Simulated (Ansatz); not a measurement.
**Ag: single-point calculation**

The run: single-point calculation of Ag (4 atoms in the cell). Method and program: DFT r2SCAN, scalar-relativistic, plane waves, PAW, no spin polarisation (Ansatz 0.2.0).

The structure derives from a Materials Project entry.

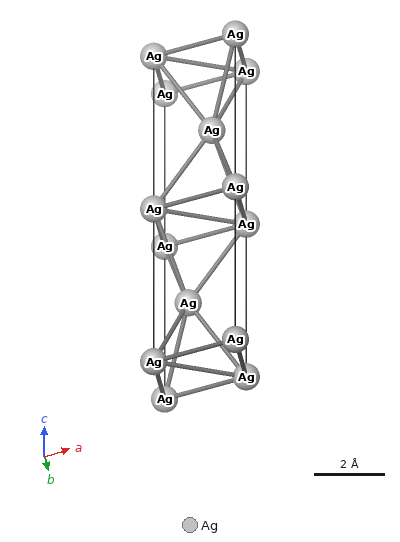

Fig. 1: The structure (ball-and-stick view of the cell of the calculation, seen at an oblique angle). Near neighbours in the crystal (not all of them lie inside the picture): Ag has 12 Ag at 2.90 to 2.91 Å.

## Summary

| quantity | value |
| --- | --- |
| outcome | converged |
| space group (tolerance 0.01 Å) | P6₃/mmc (194) |
| electrons treated | 76 |
| free energy | −30415.7001 eV |
| Fermi energy | 16.784 eV |
| gap on the k-point mesh | none (metallic) |
| pressure | 0.31 GPa |
| largest force (length of the vector) | under 0.001 eV/Å |
| hardware | 1 thread of Intel Xeon @ 2.50GHz (Skylake/Cascade Lake), 192 GiB of memory available, shared host |
| wall time | 8.1 s |
| peak memory | 0.57 GiB |

## Input file
```yaml
crystal:
  lattice:
    - [2.9111314733, 0.0, 0.0]
    - [-1.4555657366, 2.5211138096, 0.0]
    - [0.0, 0.0, 9.46370874]
  atoms:
    - { symbol: Ag, position: [0.0, 0.0, 0.0] }
    - { symbol: Ag, position: [0.0, 0.0, 0.5] }
    - { symbol: Ag, position: [0.33333333, 0.66666667, 0.25] }
    - { symbol: Ag, position: [0.66666667, 0.33333333, 0.75] }
basis:
  ecutwfc: 500
kpoints:
  mp_grid: { grid: [6, 6, 2] }
hamiltonian:
  xc: r2scan
scf:
  occupations: { method: gaussian, width: 0.1 }
output:
  forces: true
  stress: true
  eigenvalues: true
```

Command:
```bash
ansatz run input.yaml --threads 1 --pin off --max-ram 2560MiB --backend cpu --events-out ev --progress --plain --runs-dir out
```

## Output
```
Engine: ansatz 0.2.0, x86_64-unknown-linux-gnu
Pseudopotentials: kind: paw
Pseudopotential: Ag, paw, valence charge 19, recommended cutoff 500 eV (meta_gga), Ag.paw.azcp
Functional definition: r2SCAN
  parameter k0 = 0.174
  parameter k1 = 0.065
  parameter a1 = 4.9479
  exchange = r2scan_x(k0 = k0, k1 = k1, a1 = a1)
  correlation = r2scan_c
Crystal: 4 atoms, lattice volume = 69.457 Å³
Basis set: ecut = 500 eV, 1775 PW (Γ), exchange–correlation on 96×96×288 points (64 copies of the dense FFT grid, shifted against one another)
Bands: 46, of which v1, the nominal top of the filled ones, is band 38 counted from 1 (37 counted from 0)
Symmetry: 24 space group operations
Space group: P63/mmc (ITA 194), of the structure as read, at distance tolerance 4.1e-5 Å
k-points: 14 of 72
Non-local potential: Ag, projectors of the file, l = 0: 3, l = 1: 2, l = 2: 2, l = 3: 1
PAW form: soft (Blöchl's): semilocal exchange-correlation on the pseudo side does not see the compensation charge
PAW frozen core: Ag, regenerated for the run's functional (the file was generated under x = pbe(κ = 0.804, μ = 0.2195149727645171), c = pbe(β = 0.06672455060314922))
PAW one-centre angular grid: Ag, 590 points (default); XC on 160 Gauss nodes
Initial density: superposition of atomic densities (neutral atoms: chi_scale 0, normalization atom), corrected by the library's trained network
Initial wavefunctions: pseudopotential atomic-orbital guess
Functional: x = r2scan, c = r2scan; τ floored in thin density (d = 2e-4 eV/Å³)
SCF iter   1: F=—  HF=-30415.716591 eV  |F-HF|=—  |Δ(HF+E_count)|=         —  Δρ=1.19e-2  dr2=9.42e-2  dr2_τ=2.10e-3  ethr=1.77e-3  ⟨swp⟩=5.6  Hψ=2098  notcnv=0  defer=14
preconditioner: auto → Resta (q_TF=auto, 2.770 Å⁻¹)  ε∞=7.2  [insulator: Δε(μ)=0.120 eV  Ē_g=11.882 eV  σ=0.100 eV  W_gap=0.56  n_scr=26 (ndim 8)  ℏωp=29.6 eV  f_vac=0.000  D(μ)=1.79/eV (n_scr^D=6)  ε∞_Penn≈7.2]
SCF iter   2: F=—  HF=-30415.698474 eV  |F-HF|=—  |Δ(HF+E_count)|=   1.81e-2  Δρ=5.42e-3  dr2=1.24e-2  dr2_τ=2.15e-3  ethr=1.24e-4  ⟨swp⟩=2.5  Hψ=1057  notcnv=0  defer=19
SCF iter   3: F=—  HF=-30415.699916 eV  |F-HF|=—  |Δ(HF+E_count)|=   1.44e-3  Δρ=2.13e-3  dr2=2.43e-3  dr2_τ=9.07e-5  ethr=1.64e-5  ⟨swp⟩=1.0  Hψ=610  notcnv=0  defer=9
automatic band count: iteration 3 solves 45 bands in place of 46: the levels show a gap, and the empty bands left out lie too high to hold charge; the band table lists the bands solved (type scf.n_extra_bands for more)
SCF iter   4: F=—  HF=-30415.700020 eV  |F-HF|=—  |Δ(HF+E_count)|=   1.04e-4  Δρ=4.26e-4  dr2=5.91e-5  dr2_τ=8.87e-6  ethr=3.19e-6  ⟨swp⟩=2.0  Hψ=894  notcnv=0  defer=9
SCF iter   5: F=—  HF=-30415.700093 eV  |F-HF|=—  |Δ(HF+E_count)|=   7.30e-5  Δρ=8.63e-5  dr2=5.28e-6  dr2_τ=2.94e-7  ethr=7.78e-8  ⟨swp⟩=2.2  Hψ=1132  notcnv=0  defer=9
SCF iter   6: F=—  HF=-30415.700100 eV  |F-HF|=—  |Δ(HF+E_count)|=   6.93e-6  Δρ=3.76e-5  dr2=8.74e-7  dr2_τ=4.71e-8  ethr=6.95e-9  ⟨swp⟩=2.0  Hψ=919  notcnv=0  defer=9
SCF iter   7: F=-30415.700101 eV  HF=-30415.700101 eV  |F-HF|=5.20e-8  |Δ(HF+E_count)|=   6.62e-7  Δρ=1.19e-5  dr2=8.63e-8  dr2_τ=6.37e-9  ethr=1.32e-10  ⟨swp⟩=7.1  Hψ=3047  notcnv=0
SCF 1 converged in 7 iterations: F = -30415.700101 eV  dr2 = 8.63e-8
  greatest PAW one-centre occupation: 1.001 electrons in one spin orbital (limit 2), on the Ag atom at site 1 (counted from 0), in its partial waves of l = 1
```

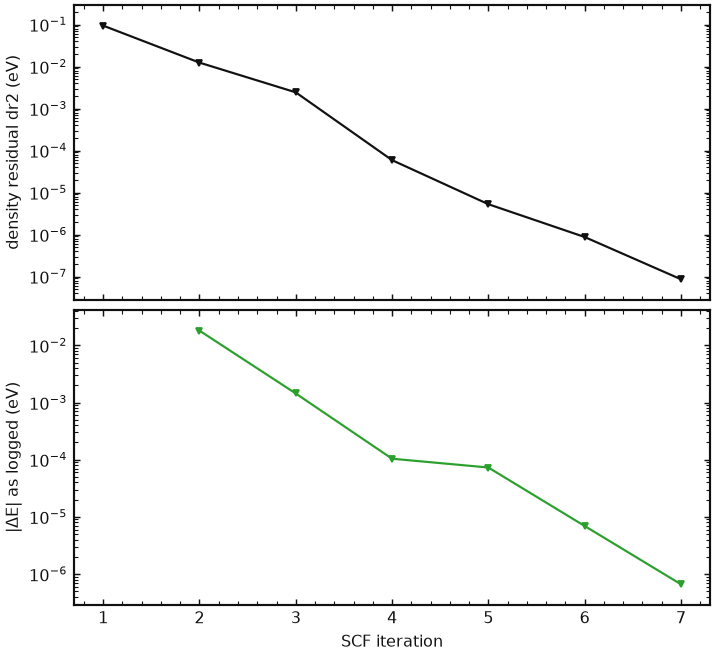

Fig. 2: Convergence of the self-consistent field: density residual dr2 and size of the energy change against the SCF iteration. The residual falls at every step.

```
SCF converged after 7 iterations
Free energy (F): -30415.700101 eV
Harris-Foulkes:  -30415.700101 eV  (|F-HF|=5.20e-8)
Internal energy: -30415.690159 eV  (E = F + TS)
E sigma→0 (E₀):  -30415.695130 eV
Entropy (-TS):   -0.009942 eV (-2.486 meV/atom)
Fermi energy:    16.783839 eV
--- Per-component energies (eV) ---
  E_band       = -1042.931497
  E_kinetic    = 2112.660230
  E_local      = -8909.234006  (includes V_loc(G=0)·N_el)
  E_nonlocal   = 325.348742
  E_hartree    = 4056.973277
  E_xc         = -713.737755
  E_vxc        = -1051.527794  (∫ρ·V_xc dr)
  E_paw        = -15689.889974  (= ΣΔE_a)
  E_vpaw       = -1709.855412  (= ΣTr[D̂ρ^β])
  E_aug_tail   = 0.000248  (compensation charges beyond the density's cutoff)
  E_vtau       = 75.710003  (kinetic-family band-sum trace: ∫τ·v_τ [+ j·A + Jᵃ·Aᵃ] dr)
  E_ewald      = -11595.773677
  E_core_change = -2.037243  (= ΣΔE_core)
  E_smearing   = -0.009942  (= −TS)
  E_closure    = -0.000000  (closes the sum)
  Σ components = -30415.700101   (vs F -30415.700101, Δ=0.00e0)
--- Forces (eV/Å), atoms counted from 1 ---
  atom   1  Ag     0.00000000    -0.00000000     0.00000000
  atom   2  Ag    -0.00000000    -0.00000000     0.00000000
  atom   3  Ag    -0.00000000     0.00000000     0.00000000
  atom   4  Ag     0.00000000    -0.00000000     0.00000000
  max |Σ_I F_I| component: 2.31e-18 eV/Å
--- Stress (GPa, compression-positive) ---
        1.232582      -0.000000       0.000000
       -0.000000       1.232582       0.000000
        0.000000       0.000000      -1.536765
  P = ⅓ Tr σ = 0.3095 GPa (3.095 kbar)
--- Band table (eV; the first three rows and the last of 14) ---
  k-point 0: bands = ["-77.6603", "-77.6522", "-77.6516", "-77.6434", "-40.3624", "-40.2827", "-40.2824", "-40.2149", "-40.2149", "-40.2029", "-40.2029", "-40.2022", "-40.2022", "-40.2019", "-40.1901", "-40.1901", "9.1447", "10.3418", "10.4719", "10.4744", "11.8509", "11.8509", "11.8589", "11.8589", "11.8861", "12.0773", "12.0773", "12.1196", "12.1196", "12.2405", "12.2503", "12.6797", "12.6797", "13.0012", "13.0012", "13.2274", "13.2274", "13.6228", "13.6228", "16.7141", "20.6288", "28.4428", "28.4663", "32.7618", "32.9858"]
  k-point 1: bands = ["-77.6578", "-77.6578", "-77.6459", "-77.6459", "-40.3391", "-40.3391", "-40.2256", "-40.2256", "-40.2113", "-40.2113", "-40.2113", "-40.2113", "-40.1938", "-40.1938", "-40.1938", "-40.1938", "9.6279", "9.6279", "10.4460", "10.4460", "11.8054", "11.8054", "11.9267", "11.9267", "11.9267", "11.9267", "11.9981", "11.9981", "11.9981", "11.9981", "12.8362", "12.8362", "12.8362", "12.8362", "13.4578", "13.4578", "13.4578", "13.4578", "14.5146", "14.5146", "23.6478", "23.6478", "32.7074", "32.7074", "33.0524"]
  k-point 2: bands = ["-77.6566", "-77.6495", "-77.6489", "-77.6418", "-40.3495", "-40.2876", "-40.2874", "-40.2433", "-40.2261", "-40.2244", "-40.2238", "-40.2187", "-40.2104", "-40.2097", "-40.2076", "-40.1957", "9.8744", "10.6990", "11.0030", "11.0031", "11.4267", "11.5766", "11.6929", "11.7116", "11.8800", "12.0875", "12.1807", "12.1926", "12.3700", "12.4380", "12.4495", "12.4668", "12.5044", "12.7232", "13.0632", "13.2066", "13.6680", "13.8624", "13.8941", "18.4692", "20.8348", "28.9895", "29.0180", "29.5790", "31.1384"]
  k-point 13: bands = ["-77.6402", "-77.6402", "-77.6395", "-77.6395", "-40.3155", "-40.3155", "-40.3100", "-40.3100", "-40.2854", "-40.2854", "-40.2821", "-40.2821", "-40.2428", "-40.2428", "-40.2404", "-40.2404", "10.8706", "10.8706", "11.1829", "11.1829", "11.4405", "11.4405", "11.5969", "11.5969", "11.9866", "11.9866", "11.9956", "11.9956", "12.6361", "12.6361", "12.9389", "12.9389", "13.4958", "13.4958", "13.6218", "13.6218", "20.4910", "20.4910", "20.5338", "20.5338", "20.8812", "20.8812", "24.0813", "24.0813", "24.5297"]
```

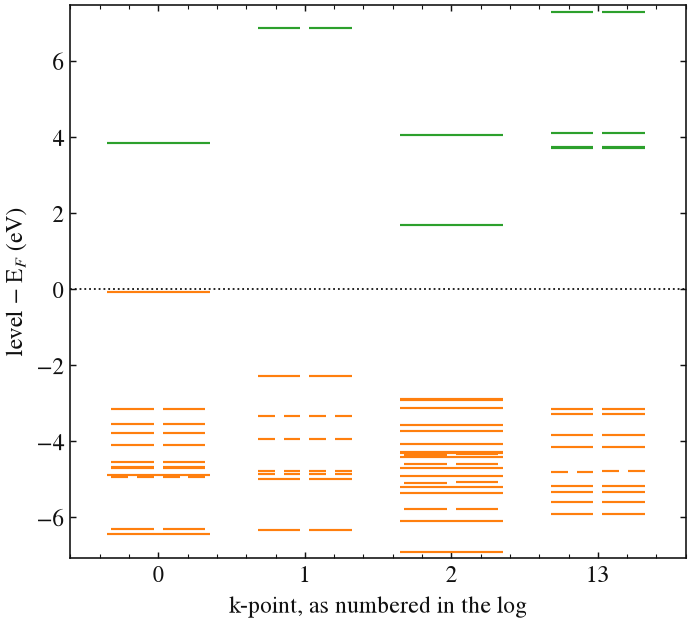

Fig. 3: Kohn–Sham levels near the Fermi level (dotted) at the few k-points that the log prints; levels within 0.02 eV of each other stand side by side. The system is metallic on the full mesh.
